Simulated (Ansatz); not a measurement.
## Single-point calculation, with input and output: Ti₁₈HO₃₆ (part 1 of 2)

Ti₁₈HO₃₆ (defect cell, 55 atoms in the cell), computed with DFT PBE, scalar-relativistic, plane waves, PAW, spin-polarised (Ansatz 0.2.0).

The structure derives from a Materials Project entry.

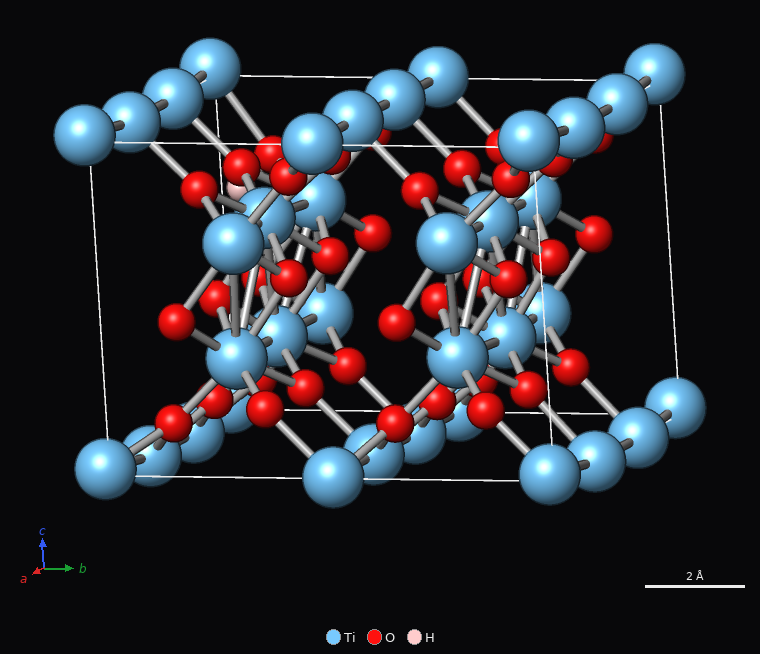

**Figure 1.** The structure as given in the input (ball-and-stick view of the cell of the calculation, seen slightly off an axis). An atom can appear more than once, as a periodic image.

**Input**
```yaml
crystal:
  lattice:
    - [8.904794, 0.0, 0.0]
    - [0.000416, 9.415214, 0.0]
    - [1.48357, 0.242353, 7.083465]
  atoms:
    - { symbol: Ti, position: [0.2317262736, 0.2766470276, 0.6767589122], spin: 0.01 }
    - { symbol: Ti, position: [0.2225944027, 0.7597505774, 0.6873813706], spin: 0.02 }
    - { symbol: Ti, position: [0.5550761263, 0.2543644674, 0.688424096], spin: 0.02 }
    - { symbol: Ti, position: [0.5563833912, 0.7572986938, 0.6861995106], spin: 0.02 }
    - { symbol: Ti, position: [0.8831969835, 0.2761046642, 0.6768247143], spin: 0.01 }
    - { symbol: Ti, position: [0.888016118, 0.7589755749, 0.6869179304], spin: 0.02 }
    - { symbol: Ti, position: [0.1176659776, 0.2440269111, 0.3147142056], spin: 0.02 }
    - { symbol: Ti, position: [0.1188818938, 0.7349163074, 0.3235910151], spin: 0.01 }
    - { symbol: Ti, position: [0.4509381099, 0.23452983, 0.3125709687], spin: 0.02 }
    - { symbol: Ti, position: [0.4505747771, 0.7491869428, 0.3158024778], spin: 0.02 }
    - { symbol: Ti, position: [0.7855754558, 0.2389456941, 0.3129051537], spin: 0.02 }
    - { symbol: Ti, position: [0.7795369181, 0.7351192578, 0.3227453757], spin: 0.01 }
    - { symbol: Ti, position: [0.0008639454, -0.008885837, 0.0204740232], spin: 0.07 }
    - { symbol: Ti, position: [0.0028980137, 0.5036313816, 0.0041379933], spin: 0.07 }
    - { symbol: Ti, position: [0.3355085545, 0.000436872, -0.0023964155], spin: 0.09 }
    - { symbol: Ti, position: [0.339716595, 0.5008379184, 0.0032866527], spin: 0.1 }
    - { symbol: Ti, position: [0.6721766549, -0.0012764362, -0.0059770676], spin: 0.09 }
    - { symbol: Ti, position: [0.6664005397, 0.499063895, 0.0057059883], spin: 0.1 }
    - { symbol: O, position: [0.1878032165, 0.403220763, 0.8763132041] }
    - { symbol: O, position: [0.1912752824, 0.9039326571, 0.8759354224] }
    - { symbol: O, position: [0.5248687482, 0.4062346523, 0.8716530689] }
    - { symbol: O, position: [0.5246308203, 0.9058684342, 0.8716868166] }
    - { symbol: O, position: [0.8607944002, 0.4034083619, 0.8756902052] }
    - { symbol: O, position: [0.8574158209, 0.9032991766, 0.876180721] }
    - { symbol: O, position: [0.0788396037, 0.3572572539, 0.5488890689] }
    - { symbol: O, position: [0.0778421281, 0.855245108, 0.5538901189] }
    - { symbol: O, position: [0.4132541779, 0.3560251796, 0.5474578021] }
    - { symbol: O, position: [0.4118665261, 0.8526314112, 0.5502666167] }
    - { symbol: O, position: [0.7447171678, 0.3566485719, 0.5473676596] }
    - { symbol: O, position: [0.7447605373, 0.8510843228, 0.5521099937] }
    - { symbol: O, position: [0.3048493307, 0.3481486977, 0.195992614] }
    - { symbol: O, position: [0.3028088499, 0.8498104092, 0.1995156551] }
    - { symbol: O, position: [0.6374457225, 0.3469498305, 0.1960650522] }
    - { symbol: O, position: [0.6378914551, 0.8491226585, 0.1992567649] }
    - { symbol: O, position: [0.9696170313, 0.3503480876, 0.1990824585] }
    - { symbol: O, position: [0.9695679347, 0.8469956438, 0.2034051907] }
    - { symbol: O, position: [0.0409579214, 0.1323471095, 0.774559336] }
    - { symbol: O, position: [0.036673608, 0.6522420571, 0.8044610303] }
    - { symbol: O, position: [0.3693984206, 0.1554373798, 0.8014060207] }
    - { symbol: O, position: [0.3687306597, 0.6519714457, 0.8044477232] }
    - { symbol: O, position: [0.7041150198, 0.155120787, 0.8009856581] }
    - { symbol: O, position: [0.7027872504, 0.6516046904, 0.8051305448] }
    - { symbol: O, position: [0.2615823484, 0.1505897463, 0.4487240324] }
    - { symbol: O, position: [0.2611830621, 0.6484904202, 0.4533701275] }
    - { symbol: O, position: [0.5953653836, 0.1490451442, 0.4520770273] }
    - { symbol: O, position: [0.5938608745, 0.6474436393, 0.4527490536] }
    - { symbol: O, position: [0.9288327674, 0.1509904125, 0.4488709757] }
    - { symbol: O, position: [0.9287387958, 0.6467670597, 0.4547573233] }
    - { symbol: O, position: [0.1473553571, 0.0984683405, 0.1232841926] }
    - { symbol: O, position: [0.1487635724, 0.5966310765, 0.1299534145] }
    - { symbol: O, position: [0.4830799835, 0.0945924123, 0.1263201231] }
    - { symbol: O, position: [0.4816513671, 0.5959236256, 0.1308462098] }
    - { symbol: O, position: [0.8181408557, 0.0974434163, 0.1229385875] }
    - { symbol: O, position: [0.815311692, 0.595852334, 0.1298595516] }
    - { symbol: H, position: [0.0571481649, 0.0599554138, 0.6770165014] }
magnetization:
  spin_polarized: true
basis:
  ecutwfc: 420
  fft_grid_basis: typed
kpoints:
  mp_grid: { grid: [2, 1, 2] }
hamiltonian:
  xc: pbe
  pseudopotentials: { kind: paw }
scf:
  occupations: { method: gaussian, width: 0.05 }
  n_extra_bands: 20
output:
  forces: true
  stress: false
  eigenvalues: true
  bader: false
  write_density: false
  volumetric_format: npy
  populations: true
  band_densities:
    - { e_range: [-0.25, 0.25] }
    - { e_range: [-1.2, 0.0] }
    - { e_range: [0.0, 1.2] }
  dos:
    e_range: [-30, 8]
    de: 0.02
    method: { smearing: { sigma: 0.03, scheme: gaussian } }
    projected: { site_lists: { H: [H], O: [O], Ti: [Ti] } }
checkpoint:
  read: start.run
  write: ck
  compress: false
  write_wavefunctions: false
  write_every: 100000
```

Run as:
```bash
ansatz run input.yaml --threads 8 --pin off --max-ram 16384MiB --backend cpu --events-out ev --progress --plain --runs-dir out
```

**Log**
```
Warning: the band count 237 (scf.n_extra_bands) hosts the net moment |M| = 0.7200 μB (N_el = 433) but caps the reachable moment at 2·n_bands − N_el = 41.0000 μB, below the 272 bands that the automatic rule leaves for it — a moment growing past the seed, or the majority channel's smearing tail, pins there with fewer empty majority states than that count leaves; raise or omit scf.n_extra_bands unless the cap is intended
Warning: checkpoint.read: spin seed differs: saved a58ebf2d48b7…, current 48e92e8bca72…; the loaded state replaces the seed-built initial guess (but the starting_ns of a DFT+U solve that opens without the state's occupation matrices), so the run may converge into the producing seed's basin, or, where the symmetry group that follows from this deck's starting moments and starting_ns does not hold the saved magnetisation, lose that magnetisation at its first build. Where atoms have moved since the state was saved, this difference can also decide whether moments are moved with them. A self-consistent run of this deck without the state starts from its starting moments and, under a DFT+U term, its starting_ns
scf.n_extra_bands = 20 over 217 filled bands (N_el = 433.0): the run solves 237 bands
Engine: ansatz 0.2.0, aarch64-unknown-linux-gnu
Pseudopotentials: kind: paw
Pseudopotential: Ti, paw, valence charge 12, recommended cutoff 420 eV (normal), Ti.paw.azcp
Pseudopotential: O, paw, valence charge 6, recommended cutoff 420 eV (normal), O.paw.azcp
Pseudopotential: H, paw, valence charge 1, recommended cutoff 420 eV (normal), H.paw.azcp
Functional definition: PBE
  parameter kappa = 0.804
  parameter beta = 0.06672455060314922
  exchange = pbe_x(kappa = kappa, mu = beta*pi^2/3)
  correlation = pbe_c(beta = beta)
Crystal: 55 atoms, lattice volume = 593.882 Å³
Basis set: ecut = 420 eV, 11597 PW (Γ), exchange–correlation on 120×128×100 points (8 copies of the dense FFT grid, shifted against one another)
Bands: 237, of which v1, the nominal top of the filled ones, is band 217 counted from 1 (216 counted from 0)
Symmetry: 1 space group operations
Space group: P1 (ITA 1), of the structure as read, at distance tolerance 8.4e-5 Å
Magnetic group: BNS 1.1 (UNI 1), of the structure as read, at distance tolerance 8.4e-5 Å
k-points: 4
Non-local potential: Ti, projectors of the file, l = 0: 3, l = 1: 2, l = 2: 3, l = 3: 1
Non-local potential: O, projectors of the file, l = 0: 2, l = 1: 2, l = 2: 1
Non-local potential: H, projectors of the file, l = 0: 2, l = 1: 1
PAW form: soft (Blöchl's): semilocal exchange-correlation on the pseudo side does not see the compensation charge
PAW one-centre angular grid: Ti, 590 points (default); XC on 64 Gauss nodes
PAW one-centre angular grid: O, 110 points (default); XC on 64 Gauss nodes
PAW one-centre angular grid: H, 110 points (default); XC on 64 Gauss nodes
Initial density: read from a saved state, or passed on in memory by an earlier SCF of this step, an earlier step, the calling program or the single point that the run made first
Stability of the state it starts from, as read at its close in the collinear treatment: not read negative (Ritz values of 1 − χ₀K, real part plus size of imaginary part, from 1.0 to 1.1, by its mixing steps under no symmetry); its run was given moments
Starting moments: Σ|m| = 0.72 μB on 18 of 55 sites; this step starts from the density that it was given
Initial wavefunctions: pseudopotential atomic-orbital guess
Functional: x = pbe(κ = 0.804, μ = 0.2195149727645171), c = pbe(β = 0.06672455060314922)
iter 1 solved again at ethr=5.91e-8 eV; its pass at ethr=3.10e-3 eV (dr2=2.56e-4 eV) is discarded
SCF iter   1: F=—  HF=-65510.199410 eV  |F-HF|=—  |Δ(HF+E_count)|=         —  Δρ=7.29e-7 (↑7.29e-7 ↓7.20e-7)  dr2=1.08e-8  dr2_m=6.84e-11  M=0.972 μB ∫|m|=1.177 μB  β_m=0.30  ethr=5.91e-8  ⟨swp⟩=4.6  Hψ=13326  notcnv=0
eigensolver tolerance schedule: the retry pair's looser diagonalisation over-reported the residual by 23602.18 of it (diagonalisation noise at 0.82 of the residual, at the tolerance the schedule requests for it); recorded, not acted on — ethr = c·dr2/N_el stays at c = 1.0e-1
preconditioner: auto → Resta (q_TF=auto, 2.588 Å⁻¹)  ε∞=9.3  [insulator: Δε(μ)=0.109 eV  Ē_g=8.993 eV  σ=0.050 eV  W_gap=0.87  n_scr=172 (ndim 8)  ℏωp=25.9 eV  f_vac=0.070  D(μ)=3.16/eV (n_scr^D=8)  ε∞_Penn≈9.3]
spin=Collinear: Resta preconditioning applied to the charge; magnetization (m = ρ↑ − ρ↓) channel mixes plain (no charge-response kernel on spin).
SCF iter   2: F=—  HF=-65510.198995 eV  |F-HF|=—  |Δ(HF+E_count)|=   4.15e-4  Δρ=3.43e-7 (↑3.43e-7 ↓3.43e-7)  dr2=3.38e-9  dr2_m=1.73e-11  M=0.972 μB ∫|m|=1.177 μB  β_m=0.35  ethr=2.51e-12  ⟨swp⟩=7.1  Hψ=6887  notcnv=0
SCF iter   3: F=-65510.198995 eV  HF=-65510.198995 eV  |F-HF|=6.33e-10  |Δ(HF+E_count)|=  3.06e-10  Δρ=2.03e-7 (↑2.03e-7 ↓2.00e-7)  dr2=1.53e-9  dr2_m=5.79e-12  M=0.972 μB ∫|m|=1.177 μB  ethr=1.00e-12  ⟨swp⟩=1.0  Hψ=4700  notcnv=0
SCF 1 converged in 3 iterations: F = -65510.198995 eV  dr2 = 1.53e-9
  greatest PAW one-centre occupation: 0.999 electrons in one spin orbital (limit 2), on the Ti atom at site 13 (counted from 0), in its partial waves of l = 0
NSCF: frozen V_eff on 4 k-points
SCF converged after 3 iterations
Magnetization: 0.9722 μB (216.9861 up, 216.0139 down)
Absolute magnetization: 1.1778 μB (∫|ρ↑−ρ↓|, with the PAW one-centre terms)
Spin contamination: 0.0030 ħ² per cell (⟨S²⟩ above its minimum at these occupations)
Per-site moments (μB) at R_I (Å): [(0.01211258822681578, 0.7585136509388031), (0.016263333015760852, 0.7991058988545975), (0.01975148048731648, 0.7897527607629418), (0.01688189601331733, 0.8052566876031246), (0.012229270621174891, 0.760663062950522), (0.015591617854842262, 0.8009911563035503), (0.01659126441391496, 0.8051961436207926), (0.014358641492508423, 0.7813192588048772), (0.016215155763066643, 0.7823970780908984), (0.019201621771662805, 0.7975765055347905), (0.016235540037496263, 0.7945857380362824), (0.014066047907947415, 0.783933477428818), (0.07493949417490006, 0.7608320790134792), (0.07475140086912589, 0.8043926237334602), (0.0923364862317173, 0.800796274997766), (0.09851900132469922, 0.8026229177050723), (0.08596249590744023, 0.7967443465906001), (0.09804411121117138, 0.7977294950375036), (-0.0025797820932660547, 0.7766526395628675), (-0.0024286491890648117, 0.7991058988545975), (-0.0037186916621590967, 0.807598483809324), (-0.001978137121378962, 0.8045528931989444), (-0.002473186681734738, 0.7769829529956646), (-0.002057766347070839, 0.7967443465906001), (-0.0011641647974964078, 0.7994674711861434), (-0.0009127602417794581, 0.8100691010446467), (-0.0015133039498133243, 0.7585136509388031), (-0.001325343381199362, 0.8063109203259227), (-0.0014076157988341215, 0.760663062950522), (-0.001276381104252507, 0.8026046469178989), (-0.002713227811202413, 0.8039521577508121), (-0.0026822915650089995, 0.7975765055347905), (-0.0030936966095851145, 0.7977294950375036), (-0.0024429949619435296, 0.7988010276652482), (-0.002513714394048132, 0.8080458365805575), (-0.0030609825104685744, 0.7608320790134792), (-0.0003902459655712891, 0.4072567548268915), (-0.002330116564452246, 0.8067773369448639), (-0.0024626888407223214, 0.7897527607629418), (-0.002797623025112029, 0.8079170706613643), (-0.0024320475716561383, 0.7924905972800849), (-0.002567534274236514, 0.8077150191960862), (-0.0013119693422492765, 0.7941629551107299), (-0.0013833977105412033, 0.7813192588048772), (-0.0017031935403068843, 0.8041268022934305), (-0.001119196390582204, 0.783933477428818), (-0.000966331579180802, 0.7979978892376481), (-0.0011932113803772625, 0.7983964135898148), (-0.0025075922190785503, 0.7962390037527788), (-0.0011864128424517936, 0.7936070110474813), (-0.0032065426413145615, 0.7823970780908984), (-0.0021183163117395737, 0.8026229177050723), (-0.0026754996812294414, 0.7945857380362824), (-0.0011768767967869275, 0.7947362995863774), (1.5255412799981237e-5, 0.4072567548268915)]
Free energy (F): -65510.198995 eV
Harris-Foulkes:  -65510.198995 eV  (|F-HF|=6.33e-10)
Internal energy: -65510.195044 eV  (E = F + TS)
E sigma→0 (E₀):  -65510.197019 eV
Entropy (-TS):   -0.003951 eV (-0.072 meV/atom)
Fermi energy:    10.413031 eV
--- Per-component energies (eV) ---
  E_band       = -3869.788149
  E_kinetic    = 11241.344215
  E_local      = -31057.016127  (includes V_loc(G=0)·N_el)
  E_nonlocal   = 1776.697948
  E_hartree    = 12042.650219
  E_xc         = -4444.455311
  E_vxc        = -5628.949707  (∫ρ·V_xc dr)
  E_paw        = -24501.531740  (= ΣΔE_a)
  E_vpaw       = -4287.256002  (= ΣTr[D̂ρ^β])
  E_aug_tail   = 0.090657  (compensation charges beyond the density's cutoff)
  E_ewald      = -30567.974906
  E_smearing   = -0.003951  (= −TS)
  E_closure    = -0.000000  (closes the sum)
  Σ components = -65510.198995   (vs F -65510.198995, Δ=0.00e0)
--- Forces (eV/Å), atoms counted from 1 ---
  atom   1  Ti     0.03240602    -0.01547124     0.02579596
  atom   2  Ti    -0.00021553    -0.00330328    -0.02065335
  atom   3  Ti    -0.01578752     0.01748588     0.01142177
  atom   4  Ti    -0.00315634     0.01276405    -0.01523032
  atom   5  Ti    -0.01339256    -0.01532771     0.03189331
  atom   6  Ti     0.00377983     0.00962325    -0.01524322
  atom   7  Ti     0.01102356    -0.00407936    -0.01095547
  atom   8  Ti     0.02668768    -0.02856669     0.01239519
  atom   9  Ti     0.00347550    -0.01385420    -0.03782995
  atom  10  Ti    -0.02053857    -0.00068270     0.02296690
  atom  11  Ti    -0.01609226    -0.00966244    -0.02896926
  atom  12  Ti     0.00528544     0.00253728     0.04135665
  atom  13  Ti    -0.01075025    -0.03971694     0.01735268
  atom  14  Ti     0.00589084     0.04506465    -0.01033556
  atom  15  Ti     0.00785079    -0.03437166     0.00280610
  atom  16  Ti     0.00359555     0.03548190    -0.00681169
  atom  17  Ti     0.00117923    -0.02556977     0.01497750
  atom  18  Ti    -0.02008965     0.01767275    -0.01293640
  atom  19  O     -0.00641736    -0.02440120    -0.02294670
  atom  20  O      0.00131271     0.02435763     0.01211315
  atom  21  O      0.00781742    -0.02494269    -0.01573911
  atom  22  O     -0.00466957     0.02481391     0.01464359
  atom  23  O      0.01029652    -0.02845911    -0.02481340
  atom  24  O      0.00311377     0.01960608    -0.00431446
  atom  25  O     -0.00879482     0.01777152    -0.01909526
  atom  26  O     -0.00821429    -0.00610810     0.03110679
  atom  27  O     -0.02159504     0.01154637     0.01014956
  atom  28  O      0.00412685    -0.00842235     0.00047284
  atom  29  O      0.02070496     0.01667671    -0.00174363
  atom  30  O      0.00340185    -0.00795146    -0.00317049
  atom  31  O     -0.00072038    -0.01901462     0.02672615
  atom  32  O      0.00156732     0.01669355    -0.01528729
  atom  33  O      0.01120431    -0.02394770     0.02545380
  atom  34  O      0.00382851     0.01164898    -0.02029452
  atom  35  O      0.00168517    -0.01648403     0.02018306
  atom  36  O     -0.01105569     0.03018534    -0.02321743
  atom  37  O     -0.00213382     0.02344398    -0.02415745
  atom  38  O     -0.00302646    -0.02284880     0.02153544
  atom  39  O      0.00110226     0.01340639    -0.02078584
  atom  40  O      0.00327625    -0.00917907     0.01674448
  atom  41  O      0.00702550     0.01763472    -0.01632619
  atom  42  O      0.00578096    -0.01013010     0.01202405
  atom  43  O     -0.00810142    -0.02016106     0.00135051
  atom  44  O     -0.00371947     0.01209003    -0.00910017
  atom  45  O      0.00479284    -0.00139085     0.00852959
  atom  46  O      0.00402883     0.00933395    -0.01831903
  atom  47  O     -0.00586984    -0.01260286     0.00044686
  atom  48  O     -0.00875334    -0.00214873    -0.00383424
  atom  49  O      0.00355680     0.04166731     0.03037105
  atom  50  O     -0.00714189    -0.02830195    -0.02147073
  atom  51  O     -0.00075760     0.01327842     0.00542595
  atom  52  O      0.00114272    -0.01163266    -0.01429981
  atom  53  O     -0.00095555     0.04582743     0.02920082
  atom  54  O      0.00010536    -0.01230972    -0.00028190
  atom  55  H      0.00090356    -0.00956890    -0.00928562
  max |Σ_I F_I| component: 4.74e-6 eV/Å
--- Band table (eV; the first three rows and the last of 8) ---
```
